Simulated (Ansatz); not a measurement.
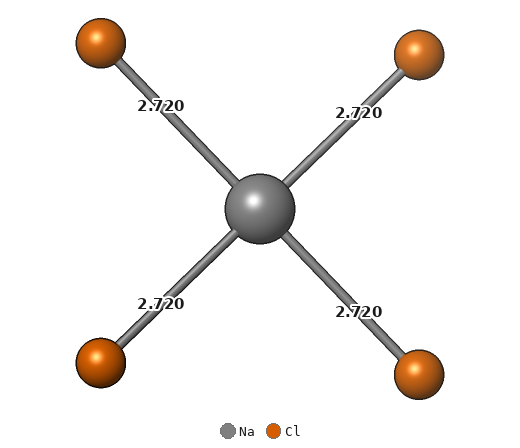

The surroundings of site Na1 (at 0.500, 0.500, 0.500) in NaCl (P4/mmm, No. 123), with bond lengths in Å.

Source of the atomic positions: the geometry relaxed at fixed volume with Ansatz, DFT PBE, scalar-relativistic, plane waves, PAW; the starting structure was generated, so it need not be a known form of this composition.

```
Na Cl
1.0
     3.84646    0.00000    0.00000
     0.00000    3.84646    0.00000
     0.00000    0.00000    5.94080
Na Cl
1 1
Direct
  0.50000 0.50000 0.50000
  0.00000 0.00000 0.50000
```

Bond valence s = exp((R0 − d)/b), R0 fitted to published crystal structures with b = 0.37 Å; R0 in Å: Na+–Cl 2.166.

Calculate the bond-valence sum of Na1 from the bonds drawn.

4 × 0.224 = 0.89 v.u., against a formal valence of 1: underbonded (bonds long for this ion) by 0.11.

And over the whole structure?

```csv
site,"x, y, z",formal valence,bond-valence sum,difference
Na1,"0.500, 0.500, 0.500",+1,0.90,-0.10
Cl1,"0.000, 0.000, 0.500",−1,0.90,-0.10
```

These sums include all anions within 5 Å. The global instability index (root mean square of the differences over all atoms) is 0.10 v.u.: moderate strain, common in real structures. Cells relaxed with PBE tend to have slightly long bonds, which lowers the sums.
